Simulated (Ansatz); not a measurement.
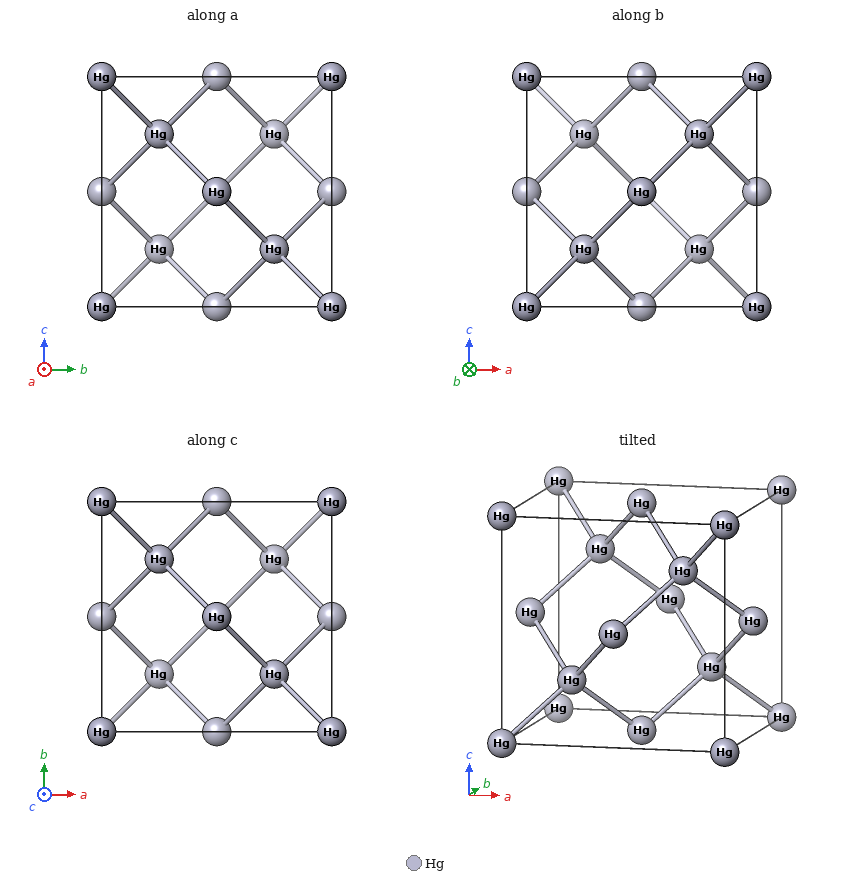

Crystal structure, ball-and-stick style, seen along the a axis, along the b axis, along the c axis and slightly off an axis. Thin lines show the conventional unit cell, with boundary atoms drawn in all their periodic places.

Lattice parameters: a = 7.531 Å, b = 7.531 Å, c = 7.531 Å, α = 90.00°, β = 90.00°, γ = 90.00°.

**Give the atomic positions as a table of Wyckoff sites.**

Space group Fd-3m:1 (No. 227).
```csv
atom,site,x,y,z
Hg,8a,0.2500,0.7500,0.7500
```

The initial geometry was a structure type filled with this element by a generator (whether the element takes this form wasn't checked). Earlier steps of the study may have refined or changed the cell and positions. It went into a calculation with Ansatz.
